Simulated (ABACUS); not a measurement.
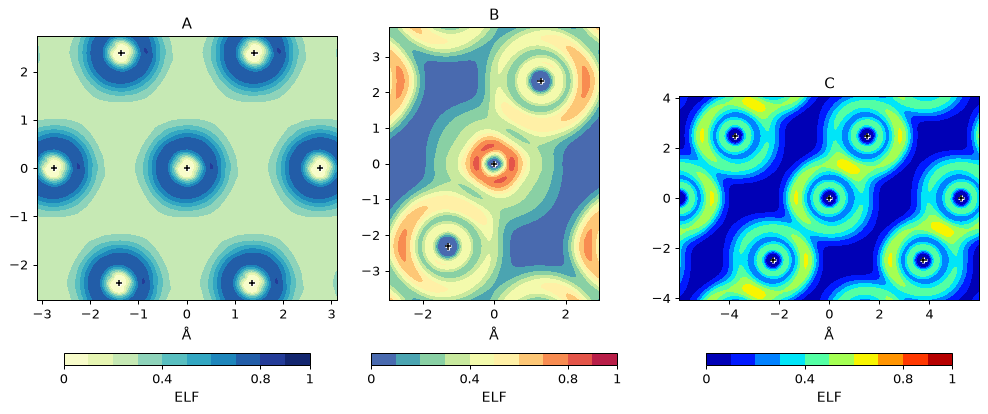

The electron localisation function of 3 systems, each on a plane through atoms (crosses mark nuclei in the plane).

Theory: Kohn-Sham DFT of a periodic cell, PBEsol, PseudoDojo NC SR 0.4.1 PBEsol standard (ABACUS).

System 1: Sb, the (110) plane of the conventional cell. Space group R-3m.

```
CELL_PARAMETERS angstrom
4.30840 0.00000 0.00000
-2.15420 3.73118 0.00000
0.00000 0.00000 11.27400
ATOMIC_POSITIONS crystal
Sb 0.66667 0.33333 0.09984
Sb 0.33333 0.66667 0.43318
Sb 0.00000 0.00000 0.76651
Sb 0.00000 0.00000 0.23349
Sb 0.66667 0.33333 0.56682
Sb 0.33333 0.66667 0.90016
```

System 2: Te2Pt, the (110) plane of the conventional cell. Space group P-3m1; not relaxed (largest force 0.8 eV/Å); computed pressure about 4 GPa in this cell.

```
Pt Te
1.0
     4.01000    0.00000    0.00000
    -2.00500    3.47276    0.00000
     0.00000    0.00000    5.20100
Pt Te
1 2
Cartesian
  0.0000 0.0000 0.0000
  2.0050 1.1576 3.9007
  0.0000 2.3152 1.3002
```

System 3: Pt, the (11̄0) plane of the standardised cell. Space group P-1; changed on purpose from its base cell (cell strained at random at fixed volume).

Which map belongs to which system?

Answer. Panel A is system 3, Pt: the plane holds Pt. Pt–Pt (2.74 Å): the ELF is about 0.30 at the midpoint (no shared electron pair shows on this line). Panel B is system 2, Te2Pt: the plane holds Pt and Te. Te–Pt (2.66 Å): the ELF is about 0.50 at the midpoint. Panel C is system 1, Sb: the plane holds Sb. Sb–Sb (2.91 Å): the ELF peaks at about 0.65 between the atoms.
